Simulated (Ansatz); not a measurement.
The calculation's input:

```
crystal:
  lattice:
    - [0.0, 2.978501867, 2.978501867]
    - [2.978501867, 0.0, 2.978501867]
    - [5.957003734, 5.957003734, 0.0]
  atoms:
    - { symbol: Eu, position: [0.5, 0.5, 0.25], spin: 7.0 }
    - { symbol: S, position: [0.0, 0.0, 0.0] }
    - { symbol: Eu, position: [0.5, 0.5, 0.75], spin: -7.0 }
    - { symbol: S, position: [0.0, 0.0, 0.5] }
basis:
  ecutwfc: 420
  ecutrho_ratio: 4
kpoints:
  mp_grid: { grid: [8, 8, 4] }
hamiltonian:
  xc: pbe
  hubbard: { sites: [{ species: Eu, l: f, u_eff: 6.0 }] }
scf:
  occupations: { method: gaussian, width: 0.05 }
  lower_state_search: "off"
output:
  forces: true
  stress: true
  eigenvalues: true
  populations: true
  hubbard: { sites: [{ species: Eu, l: f }] }
  write_density: true
  write_potential: true
  elf: true
  volumetric_format: npy
magnetization:
  spin_polarized: true
checkpoint:
  read: start.run
  write: ck
  compress: false
  write_wavefunctions: false
  write_every: 100000
```

Launched as:

```sh
ansatz run input.yaml --threads 8 --pin off --max-ram 16384MiB --backend cpu --events-out ev --progress --plain --runs-dir out
```

Below, planes, directions and counts refer to the cell of the magnetic structure (a = 4.21 Å, b = 4.21 Å, c = 20.64 Å, α = 90.00°, β = 90.00°, γ = 120.00°).

Space group Fm-3m; started from the rocksalt prototype; Hubbard U of 6 eV on Eu f only; spin-polarised.

Computed with DFT PBE+U, scalar-relativistic, plane waves, PAW in Ansatz 0.2.0.

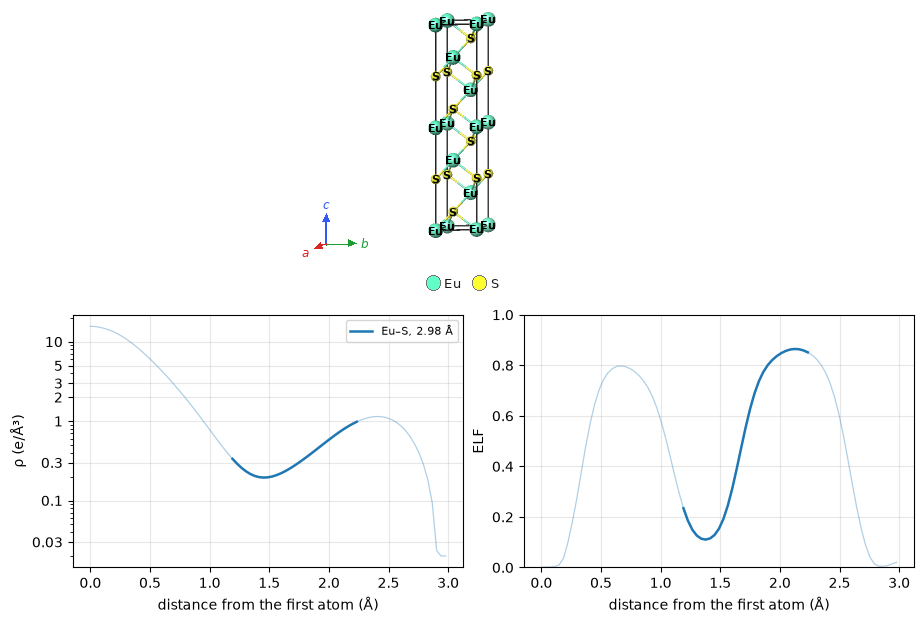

EuS. Valence pseudo-density and ELF along straight lines between neighbouring atoms. Thin, pale parts lie inside the atomic spheres. The structure is drawn too.

In a PAW calculation such maps are meaningful between the atoms, not at the nuclei.

> What can be read from the curves?

Eu–S (2.98 Å): the density is about 0.2 e/Å³ at the midpoint; the ELF peaks at about 0.85 in the valence shell of S, 0.9 Å from its nucleus, and drops to about 0.10 between the two atoms (no shared electron pair shows on this line).
